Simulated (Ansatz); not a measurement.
Geometry relaxation of Nb₆N₇ (part 1 of 4)

Nb₆N₇ (slab, 26 atoms in the cell), computed with DFT PBE+D3(BJ), scalar-relativistic, plane waves, PAW, no spin polarisation (Ansatz 0.2.0).

The structure derives from an entry of the Crystallography Open Database. The input holds or restrains some coordinates. Forces given for the steps count only the free coordinates. It belongs to a series of runs on one base structure; here: 1 N2 a cell, tilted, over a bridge Nb-Nb site.

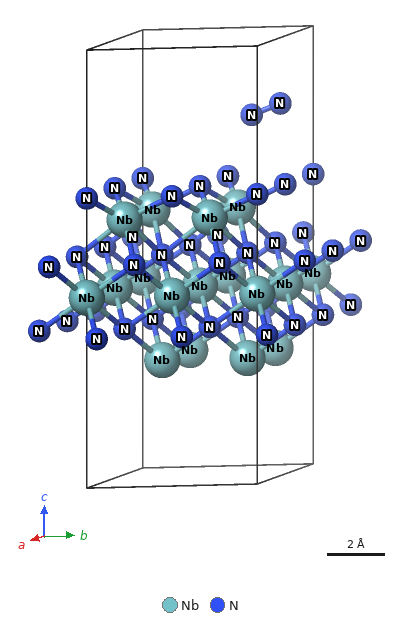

*The structure as given in the input (ball-and-stick view of the cell of the calculation, with the vacuum cut short, seen slightly off an axis; bonded neighbours outside the cell are drawn too). An atom can appear more than once, as a periodic image.*

Near neighbours in the periodic cell (some may lie outside the picture): Nb has 3 N at 2.19 Å; N has 6 Nb at 2.19 to 2.28 Å; Nb has 6 N at 2.01 to 2.28 Å; N has 3 Nb at 2.01 Å; N has 1 N at 1.10 Å.

**Results in brief**

| quantity | value |
| --- | --- |
| outcome | converged under the restraints of the input |
| electrons treated | 226 |
| free energy | −60025.6967 eV |
| work function, top face | 5.70 eV |
| work function, bottom face | 4.86 eV |
| Fermi energy | 2.802 eV |
| gap on the k-point mesh | none (metallic) |
| final volume | 823.72 Å³ |
| work function (upper face) | 5.70 eV |
| largest force (length of the vector) at the end, held atoms and coordinates included | 1.293 eV/Å |
| hardware | 4 threads of AMD EPYC (Zen 5), 16 GiB of memory available, shared host |
| wall time | 3.4 min (CPU time 13 min) |
| peak memory | 2.8 GiB |

**Remarks**

Warnings of the run: the exchange-correlation potential is rough where the density is thin.

**Input**
```yaml
crystal:
  lattice:
    - [6.2011598397, 0.0, 0.0]
    - [-3.1005799199, 5.3703619541, 0.0]
    - [0.0, 0.0, 24.7346322587]
  atoms:
    - { symbol: Nb, position: [0.1666666667, 0.3333333333, 0.3234331489] }
    - { symbol: Nb, position: [0.1666666667, 0.8333333333, 0.3234331489] }
    - { symbol: Nb, position: [0.6666666667, 0.3333333333, 0.3234331489] }
    - { symbol: Nb, position: [0.6666666667, 0.8333333333, 0.3234331489] }
    - { symbol: "N", position: [0.3333333333, 0.1666666667, 0.3746086198] }
    - { symbol: "N", position: [0.3333333333, 0.6666666667, 0.3746086198] }
    - { symbol: "N", position: [0.8333333333, 0.1666666667, 0.3746086198] }
    - { symbol: "N", position: [0.8333333333, 0.6666666667, 0.3746086198] }
    - { symbol: Nb, position: [0.5, 0.5, 0.4257840907] }
    - { symbol: Nb, position: [0.5, 0.0, 0.4257840907] }
    - { symbol: Nb, position: [0.0, 0.5, 0.4257840907] }
    - { symbol: Nb, position: [0.0, 0.0, 0.4257840907] }
    - { symbol: "N", position: [0.6666666667, 0.3333333333, 0.4765352716] }
    - { symbol: "N", position: [0.6666666667, 0.8333333333, 0.4765352716] }
    - { symbol: "N", position: [0.1666666667, 0.3333333333, 0.4765352716] }
    - { symbol: "N", position: [0.1666666667, 0.8333333333, 0.4765352716] }
    - { symbol: Nb, position: [0.8333333333, 0.6666666667, 0.5335673409] }
    - { symbol: Nb, position: [0.8333333333, 0.1666666667, 0.5335673409] }
    - { symbol: Nb, position: [0.3333333333, 0.6666666667, 0.5335673409] }
    - { symbol: Nb, position: [0.3333333333, 0.1666666667, 0.5335673409] }
    - { symbol: "N", position: [0.0, 0.5, 0.570276386] }
    - { symbol: "N", position: [0.0, 0.0, 0.570276386] }
    - { symbol: "N", position: [0.5, 0.5, 0.570276386] }
    - { symbol: "N", position: [0.5, 0.0, 0.570276386] }
    - { symbol: "N", position: [0.0833333333, 0.6666666667, 0.6608376677] }
    - { symbol: "N", position: [0.1124607464, 0.8441759323, 0.6772357284] }
basis:
  ecutwfc: 420
kpoints:
  mp_grid: { grid: [4, 4, 1] }
hamiltonian:
  xc: pbe
  dispersion: d3bj
scf:
  occupations: { method: gaussian, width: 0.1 }
output:
  forces: true
  eigenvalues: true
  write_density: true
  write_potential: true
  elf: true
  volumetric_format: npy
relax:
  adjacent_minimum: "off"
  f_tol: 0.04
  max_steps: 100
  constraints: [{ sites: [0, 1, 2, 3, 4, 5, 6, 7, 8, 9, 10, 11] }]
efield:
  axis: 3
  dipole_correction: true
  ramp_width: 0.04
```

Launched with:
```bash
ansatz run input.yaml --threads 4 --pin off --max-ram 12288MiB --backend cpu --events-out ev --progress --plain --runs-dir out
```

**Log**
```
Engine: ansatz 0.2.0, x86_64-unknown-linux-gnu
Pseudopotentials: kind: paw
Pseudopotential: Nb, paw, valence charge 13, recommended cutoff 420 eV (normal), Nb.paw.azcp
Pseudopotential: N, paw, valence charge 5, recommended cutoff 420 eV (normal), N.paw.azcp
Functional definition: PBE
  parameter kappa = 0.804
  parameter beta = 0.06672455060314922
  exchange = pbe_x(kappa = kappa, mu = beta*pi^2/3)
  correlation = pbe_c(beta = beta)
Crystal: 26 atoms, lattice volume = 823.724 Å³
Basis set: ecut = 420 eV, 16109 PW (Γ), exchange–correlation on 90×90×360 points (8 copies of the dense FFT grid, shifted against one another)
Bands: 139, of which v1, the nominal top of the filled ones, is band 113 counted from 1 (112 counted from 0)
Symmetry: 1 space group operations
Space group: P1 (ITA 1), of the structure as read, at distance tolerance 9.4e-5 Å
k-points: 10 of 16 (time reversal used)
Non-local potential: Nb, projectors of the file, l = 0: 3, l = 1: 2, l = 2: 2, l = 3: 1
Non-local potential: N, projectors of the file, l = 0: 2, l = 1: 2, l = 2: 1
PAW form: soft (Blöchl's): semilocal exchange-correlation on the pseudo side does not see the compensation charge
PAW one-centre angular grid: Nb, 590 points (default); XC on 64 Gauss nodes
PAW one-centre angular grid: N, 110 points (default); XC on 64 Gauss nodes
Initial density: superposition of atomic densities (neutral atoms: chi_scale 0, normalization atom), corrected by the library's trained network
Initial wavefunctions: pseudopotential atomic-orbital guess
Functional: x = pbe(κ = 0.804, μ = 0.2195149727645171), c = pbe(β = 0.06672455060314922)
SCF iter   1: F=—  HF=-60025.308159 eV  |F-HF|=—  |Δ(HF+E_count)|=         —  Δρ=6.83e-3  dr2=4.27e0  ethr=1.77e-3  p=-0.137 e·Å  D=-3.00e-2 V/Å  ΔV_dip=0.74 eV  dr2_dipole=8.54e-1  V_vac-E_F(+/−)=5.61/4.87 eV  ⟨swp⟩=7.3  Hψ=7255  notcnv=0
efield: sawtooth ramp at fractional position 0.9803 (placed from the atoms, in the widest stretch of the axis that holds none; the zero of the levels goes with the place), width 0.0400; the density the first Hamiltonian is built on has a dipole p = -0.137 e·Å; the dipole correction subtracts the counter field D = -3.00e-2 V/Å, which shifts the + side's vacuum level by +0.74 eV against the − side's; the planar-averaged density in the ramp window peaks in size at 5.5e-5 e/Å³
preconditioner: auto → LDOS  [metal: Δε(μ)=0.008 eV  Ē_g=8.181 eV  σ=0.100 eV  W_gap=0.05  n_scr=148 (ndim 8)  ℏωp=14.8 eV  f_vac=0.580  D(μ)=22.55/eV (n_scr^D=148)  β→1.0]
SCF iter   2: F=—  HF=-60025.189137 eV  |F-HF|=—  |Δ(HF+E_count)|=   1.19e-1  Δρ=2.49e-3  dr2=4.24e-1  ethr=1.77e-3  p=-0.158 e·Å  D=-3.47e-2 V/Å  ΔV_dip=0.86 eV  dr2_dipole=9.11e-2  V_vac-E_F(+/−)=5.69/4.83 eV  ⟨swp⟩=1.0  Hψ=1600  notcnv=0  defer=6
SCF iter   3: F=—  HF=-60025.180459 eV  |F-HF|=—  |Δ(HF+E_count)|=   8.68e-3  Δρ=1.56e-3  dr2=6.73e-2  ethr=1.88e-4  p=-0.147 e·Å  D=-3.24e-2 V/Å  ΔV_dip=0.80 eV  dr2_dipole=8.69e-3  V_vac-E_F(+/−)=5.64/4.84 eV  ⟨swp⟩=2.0  Hψ=1674  notcnv=0  defer=56
SCF iter   4: F=—  HF=-60025.177130 eV  |F-HF|=—  |Δ(HF+E_count)|=   3.33e-3  Δρ=1.18e-3  dr2=1.45e-2  ethr=2.98e-5  p=-0.165 e·Å  D=-3.62e-2 V/Å  ΔV_dip=0.90 eV  dr2_dipole=1.45e-3  V_vac-E_F(+/−)=5.71/4.81 eV  ⟨swp⟩=3.0  Hψ=1887  notcnv=0  defer=56
SCF iter   5: F=—  HF=-60025.175656 eV  |F-HF|=—  |Δ(HF+E_count)|=   1.47e-3  Δρ=6.78e-4  dr2=5.18e-3  ethr=6.43e-6  p=-0.159 e·Å  D=-3.48e-2 V/Å  ΔV_dip=0.86 eV  dr2_dipole=2.90e-4  V_vac-E_F(+/−)=5.68/4.82 eV  ⟨swp⟩=3.0  Hψ=2222  notcnv=0  defer=55
SCF iter   6: F=—  HF=-60025.174991 eV  |F-HF|=—  |Δ(HF+E_count)|=   6.64e-4  Δρ=1.68e-4  dr2=6.98e-4  ethr=2.29e-6  p=-0.159 e·Å  D=-3.50e-2 V/Å  ΔV_dip=0.87 eV  dr2_dipole=1.23e-4  V_vac-E_F(+/−)=5.68/4.82 eV  ⟨swp⟩=3.0  Hψ=1763  notcnv=0  defer=55
SCF iter   7: F=—  HF=-60025.174978 eV  |F-HF|=—  |Δ(HF+E_count)|=   1.33e-5  Δρ=3.63e-5  dr2=4.93e-5  ethr=3.09e-7  p=-0.160 e·Å  D=-3.51e-2 V/Å  ΔV_dip=0.87 eV  dr2_dipole=7.47e-6  V_vac-E_F(+/−)=5.68/4.81 eV  ⟨swp⟩=2.1  Hψ=1883  notcnv=0  defer=55
SCF iter   8: F=-60025.174972 eV  HF=-60025.174984 eV  |F-HF|=1.14e-5  |Δ(HF+E_count)|=   5.73e-6  Δρ=1.40e-5  dr2=1.05e-5  ethr=1.77e-8  p=-0.160 e·Å  D=-3.51e-2 V/Å  ΔV_dip=0.87 eV  dr2_dipole=2.83e-6  V_vac-E_F(+/−)=5.68/4.81 eV  ⟨swp⟩=23.9  Hψ=15296  notcnv=0
SCF 1 converged in 8 iterations: F = -60025.174972 eV  dr2 = 1.05e-5
  greatest PAW one-centre occupation: 0.998 electrons in one spin orbital (limit 2), on the Nb atom at site 19 (counted from 0), in its partial waves of l = 0
relax step   1: F+E_penalty+E_count = -60025.17497249 eV  Δ(F+E_penalty+E_count) = +0.000e0 eV  max|allowed force component| = 8.097e-1 eV/Å  Δτ_max = 0.0000 Å  (8 SCF iters, dr2 threshold 4.00e-5 eV, accepted)
Initial density: handed on by an earlier stage of this run
Initial wavefunctions: those handed on with the density
iter 1 solved again at ethr=1.17e-4 eV; its pass at ethr=3.10e-3 eV (dr2=2.65e-1 eV) is discarded
SCF iter   1: F=—  HF=-60025.371585 eV  |F-HF|=—  |Δ(HF+E_count)|=         —  Δρ=9.52e-3  dr2=2.68e-1  ethr=1.17e-4  p=-0.160 e·Å  D=-3.51e-2 V/Å  ΔV_dip=0.87 eV  dr2_dipole=9.42e-3  V_vac-E_F(+/−)=5.69/4.82 eV  ⟨swp⟩=1.9  Hψ=5371  notcnv=0  defer=49
efield: sawtooth ramp at fractional position 0.9803 (handed on by an earlier solve), width 0.0400; the density the first Hamiltonian is built on has a dipole p = -0.160 e·Å; the dipole correction subtracts the counter field D = -3.51e-2 V/Å, which shifts the + side's vacuum level by +0.87 eV against the − side's; the planar-averaged density in the ramp window peaks in size at 4.5e-7 e/Å³
preconditioner: auto → LDOS  [metal: Δε(μ)=0.005 eV  Ē_g=8.207 eV  σ=0.100 eV  W_gap=0.03  n_scr=148 (ndim 8)  ℏωp=14.8 eV  f_vac=0.579  D(μ)=21.14/eV (n_scr^D=136)  β→1.0]
SCF iter   2: F=—  HF=-60025.351159 eV  |F-HF|=—  |Δ(HF+E_count)|=   2.04e-2  Δρ=3.82e-3  dr2=9.76e-2  ethr=1.17e-4  p=-0.202 e·Å  D=-4.43e-2 V/Å  ΔV_dip=1.10 eV  dr2_dipole=2.79e-4  V_vac-E_F(+/−)=5.90/4.80 eV  ⟨swp⟩=4.5  Hψ=2328  notcnv=0  defer=49
SCF iter   3: F=—  HF=-60025.319123 eV  |F-HF|=—  |Δ(HF+E_count)|=   3.20e-2  Δρ=1.53e-3  dr2=2.06e-2  ethr=4.32e-5  p=-0.155 e·Å  D=-3.41e-2 V/Å  ΔV_dip=0.84 eV  dr2_dipole=5.74e-4  V_vac-E_F(+/−)=5.65/4.81 eV  ⟨swp⟩=3.7  Hψ=2238  notcnv=0  defer=49
SCF iter   4: F=—  HF=-60025.317107 eV  |F-HF|=—  |Δ(HF+E_count)|=   2.02e-3  Δρ=1.10e-3  dr2=1.10e-2  ethr=9.13e-6  p=-0.164 e·Å  D=-3.61e-2 V/Å  ΔV_dip=0.89 eV  dr2_dipole=8.69e-5  V_vac-E_F(+/−)=5.70/4.81 eV  ⟨swp⟩=3.0  Hψ=2230  notcnv=0  defer=51
SCF iter   5: F=—  HF=-60025.315346 eV  |F-HF|=—  |Δ(HF+E_count)|=   1.76e-3  Δρ=4.17e-4  dr2=1.77e-3  ethr=4.86e-6  p=-0.165 e·Å  D=-3.63e-2 V/Å  ΔV_dip=0.90 eV  dr2_dipole=4.60e-5  V_vac-E_F(+/−)=5.71/4.81 eV  ⟨swp⟩=2.5  Hψ=1681  notcnv=0  defer=51
SCF iter   6: F=—  HF=-60025.315081 eV  |F-HF|=—  |Δ(HF+E_count)|=   2.65e-4  Δρ=9.48e-5  dr2=1.32e-4  ethr=7.81e-7  p=-0.165 e·Å  D=-3.62e-2 V/Å  ΔV_dip=0.90 eV  dr2_dipole=1.40e-5  V_vac-E_F(+/−)=5.70/4.81 eV  ⟨swp⟩=2.9  Hψ=1854  notcnv=0  defer=51
SCF iter   7: F=-60025.315061 eV  HF=-60025.315068 eV  |F-HF|=7.07e-6  |Δ(HF+E_count)|=   1.33e-5  Δρ=1.84e-5  dr2=6.91e-6  ethr=1.81e-8  p=-0.165 e·Å  D=-3.62e-2 V/Å  ΔV_dip=0.90 eV  dr2_dipole=1.13e-6  V_vac-E_F(+/−)=5.70/4.81 eV  ⟨swp⟩=21.6  Hψ=16044  notcnv=0
SCF 2 converged in 7 iterations: F = -60025.315061 eV  dr2 = 6.91e-6
  greatest PAW one-centre occupation: 0.998 electrons in one spin orbital (limit 2), on the Nb atom at site 16 (counted from 0), in its partial waves of l = 0
relax step   2: F+E_penalty+E_count = -60025.31506053 eV  Δ(F+E_penalty+E_count) = -1.401e-1 eV  max|allowed force component| = 1.710e0 eV/Å  Δτ_max = 0.1949 Å  (7 SCF iters, dr2 threshold 4.10e-5 eV, accepted)
[... from here on the SCF iterations and repeated set-up lines of each step are left out, up to the last step ...]
SCF 3 converged in 7 iterations: F = -60025.391166 eV  dr2 = 3.60e-6
relax step   3: F+E_penalty+E_count = -60025.39116648 eV  Δ(F+E_penalty+E_count) = -7.611e-2 eV  max|allowed force component| = 4.311e-1 eV/Å  Δτ_max = 0.2000 Å  (7 SCF iters, dr2 threshold 1.00e-4 eV, accepted)
SCF 4 converged in 7 iterations: F = -60025.446935 eV  dr2 = 6.57e-6
relax step   4: F+E_penalty+E_count = -60025.44693481 eV  Δ(F+E_penalty+E_count) = -5.577e-2 eV  max|allowed force component| = 3.208e-1 eV/Å  Δτ_max = 0.2000 Å  (7 SCF iters, dr2 threshold 1.18e-5 eV, accepted)
SCF 5 converged in 8 iterations: F = -60025.537225 eV  dr2 = 1.98e-6
relax step   5: F+E_penalty+E_count = -60025.53722486 eV  Δ(F+E_penalty+E_count) = -9.029e-2 eV  max|allowed force component| = 4.643e-1 eV/Å  Δτ_max = 0.1951 Å  (8 SCF iters, dr2 threshold 6.54e-6 eV, accepted)
SCF 6 converged in 7 iterations: F = -60025.617034 eV  dr2 = 1.49e-5
relax step   6: F+E_penalty+E_count = -60025.61703427 eV  Δ(F+E_penalty+E_count) = -7.981e-2 eV  max|allowed force component| = 6.624e-1 eV/Å  Δτ_max = 0.1953 Å  (7 SCF iters, dr2 threshold 1.00e-4 eV, accepted)
SCF 7 converged in 7 iterations: F = -60025.639053 eV  dr2 = 1.05e-5
relax step   7: F+E_penalty+E_count = -60025.63905278 eV  Δ(F+E_penalty+E_count) = -2.202e-2 eV  max|allowed force component| = 4.564e-1 eV/Å  Δτ_max = 0.0941 Å  (7 SCF iters, dr2 threshold 1.00e-4 eV, accepted)
SCF 8 converged in 7 iterations: F = -60025.677664 eV  dr2 = 3.51e-6
relax step   8: F+E_penalty+E_count = -60025.67766377 eV  Δ(F+E_penalty+E_count) = -3.861e-2 eV  max|allowed force component| = 2.169e-1 eV/Å  Δτ_max = 0.2000 Å  (7 SCF iters, dr2 threshold 9.89e-5 eV, accepted)
SCF 9 converged in 7 iterations: F = -60025.652377 eV  dr2 = 9.94e-6
relax step   9: F+E_penalty+E_count = -60025.65237728 eV  Δ(F+E_penalty+E_count) = +2.529e-2 eV  max|allowed force component| = 5.586e-1 eV/Å  Δτ_max = 0.1358 Å  (7 SCF iters, dr2 threshold 1.06e-5 eV, rejected (line search))
SCF 10 converged in 9 iterations: F = -60025.689276 eV  dr2 = 5.55e-8
relax step  10: F+E_penalty+E_count = -60025.68927583 eV  Δ(F+E_penalty+E_count) = -1.161e-2 eV  max|allowed force component| = 7.262e-1 eV/Å  Δτ_max = 0.0666 Å  (9 SCF iters, accepted)
SCF 11 converged in 6 iterations: F = -60025.694011 eV  dr2 = 4.05e-6
relax step  11: F+E_penalty+E_count = -60025.69401114 eV  Δ(F+E_penalty+E_count) = -4.735e-3 eV  max|allowed force component| = 4.240e-2 eV/Å  Δτ_max = 0.1000 Å  (6 SCF iters, dr2 threshold 1.00e-4 eV, accepted)
SCF 12 converged in 4 iterations: F = -60025.694014 eV  dr2 = 9.10e-8
relax step  12: F+E_penalty+E_count = -60025.69401423 eV  Δ(F+E_penalty+E_count) = -3.088e-6 eV  max|allowed force component| = 4.225e-2 eV/Å  Δτ_max = 0.0000 Å  (4 SCF iters, accepted)
SCF 13 converged in 8 iterations: F = -60025.694380 eV  dr2 = 3.02e-8
relax step  13: F+E_penalty+E_count = -60025.69437986 eV  Δ(F+E_penalty+E_count) = -3.656e-4 eV  max|allowed force component| = 3.925e-1 eV/Å  Δτ_max = 0.0568 Å  (8 SCF iters, accepted)
SCF 14 converged in 7 iterations: F = -60025.695850 eV  dr2 = 4.81e-7
relax step  14: F+E_penalty+E_count = -60025.69584970 eV  Δ(F+E_penalty+E_count) = -1.470e-3 eV  max|allowed force component| = 3.324e-2 eV/Å  Δτ_max = 0.0590 Å  (7 SCF iters, dr2 threshold 1.00e-4 eV, accepted)
SCF 15 converged in 4 iterations: F = -60025.695850 eV  dr2 = 3.17e-8
relax step  15: F+E_penalty+E_count = -60025.69585008 eV  Δ(F+E_penalty+E_count) = -3.884e-7 eV  max|allowed force component| = 3.312e-2 eV/Å  Δτ_max = 0.0000 Å  (4 SCF iters, accepted)
SCF 16 converged in 9 iterations: F = -60025.695171 eV  dr2 = 2.41e-8
relax step  16: F+E_penalty+E_count = -60025.69517080 eV  Δ(F+E_penalty+E_count) = +6.793e-4 eV  max|allowed force component| = 6.021e-1 eV/Å  Δτ_max = 0.0858 Å  (9 SCF iters, rejected (line search))
SCF 17 converged in 8 iterations: F = -60025.696268 eV  dr2 = 1.39e-8
relax step  17: F+E_penalty+E_count = -60025.69626806 eV  Δ(F+E_penalty+E_count) = -4.180e-4 eV  max|allowed force component| = 2.283e-1 eV/Å  Δτ_max = 0.0418 Å  (8 SCF iters, accepted)
SCF 18 converged in 6 iterations: F = -60025.696425 eV  dr2 = 2.55e-6
relax step  18: F+E_penalty+E_count = -60025.69642517 eV  Δ(F+E_penalty+E_count) = -1.571e-4 eV  max|allowed force component| = 1.138e-1 eV/Å  Δτ_max = 0.0163 Å  (6 SCF iters, dr2 threshold 5.17e-5 eV, accepted)
SCF 19 converged in 7 iterations: F = -60025.696731 eV  dr2 = 7.53e-7
relax step  19: F+E_penalty+E_count = -60025.69673138 eV  Δ(F+E_penalty+E_count) = -3.062e-4 eV  max|allowed force component| = 2.033e-2 eV/Å  Δτ_max = 0.0254 Å  (7 SCF iters, dr2 threshold 3.22e-6 eV, accepted)
iter 1 solved again at ethr=3.35e-10 eV; its pass at ethr=3.10e-3 eV (dr2=7.57e-7 eV) is discarded
SCF iter   1: F=—  HF=-60025.696741 eV  |F-HF|=—  |Δ(HF+E_count)|=         —  Δρ=8.93e-6  dr2=7.57e-7  ethr=3.35e-10  p=-0.155 e·Å  D=-3.40e-2 V/Å  ΔV_dip=0.84 eV  dr2_dipole=2.31e-11  V_vac-E_F(+/−)=5.70/4.86 eV  ⟨swp⟩=1.0  Hψ=3280  notcnv=0
efield: sawtooth ramp at fractional position 0.9803 (handed on by an earlier solve), width 0.0400; the density the first Hamiltonian is built on has a dipole p = -0.155 e·Å; the dipole correction subtracts the counter field D = -3.40e-2 V/Å, which shifts the + side's vacuum level by +0.84 eV against the − side's; the planar-averaged density in the ramp window peaks in size at 3.6e-7 e/Å³
preconditioner: auto → LDOS  [metal: Δε(μ)=0.027 eV  Ē_g=8.227 eV  σ=0.100 eV  W_gap=0.15  n_scr=148 (ndim 8)  ℏωp=14.8 eV  f_vac=0.575  D(μ)=14.08/eV (n_scr^D=78)  β→1.0]
SCF iter   2: F=—  HF=-60025.696732 eV  |F-HF|=—  |Δ(HF+E_count)|=   8.75e-6  Δρ=8.92e-6  dr2=7.90e-7  ethr=3.35e-10  p=-0.155 e·Å  D=-3.40e-2 V/Å  ΔV_dip=0.84 eV  dr2_dipole=1.10e-9  V_vac-E_F(+/−)=5.70/4.86 eV  ⟨swp⟩=3.0  Hψ=2417  notcnv=0
SCF iter   3: F=—  HF=-60025.696732 eV  |F-HF|=—  |Δ(HF+E_count)|=   5.55e-8  Δρ=9.09e-6  dr2=7.68e-7  ethr=3.35e-10  p=-0.155 e·Å  D=-3.40e-2 V/Å  ΔV_dip=0.84 eV  dr2_dipole=2.05e-11  V_vac-E_F(+/−)=5.70/4.86 eV  ⟨swp⟩=3.0  Hψ=2063  notcnv=0
SCF iter   4: F=-60025.696732 eV  HF=-60025.696732 eV  |F-HF|=4.72e-8  |Δ(HF+E_count)|=   9.60e-8  Δρ=2.71e-6  dr2=8.32e-8  ethr=4.42e-11  p=-0.155 e·Å  D=-3.40e-2 V/Å  ΔV_dip=0.84 eV  dr2_dipole=1.72e-10  V_vac-E_F(+/−)=5.70/4.86 eV  ⟨swp⟩=10.3  Hψ=11683  notcnv=0
SCF 20 converged in 4 iterations: F = -60025.696732 eV  dr2 = 8.32e-8
relax step  20: F+E_penalty+E_count = -60025.69673180 eV  Δ(F+E_penalty+E_count) = -4.158e-7 eV  max|allowed force component| = 2.002e-2 eV/Å  Δτ_max = 0.0000 Å  (4 SCF iters, accepted)
```

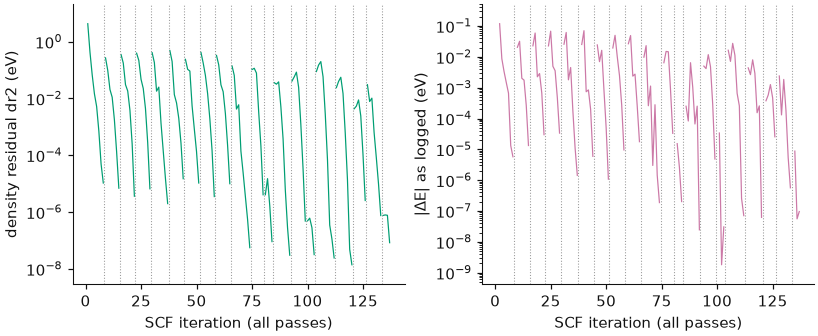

*Convergence of the self-consistent field: density residual dr2 and size of the energy change against the SCF iteration. The dotted lines part the SCF passes of the relaxation: geometry steps, rejected trials and re-solves on a re-selected basis.*

The 20 passes take 4 to 9 iterations each, 137 in all.
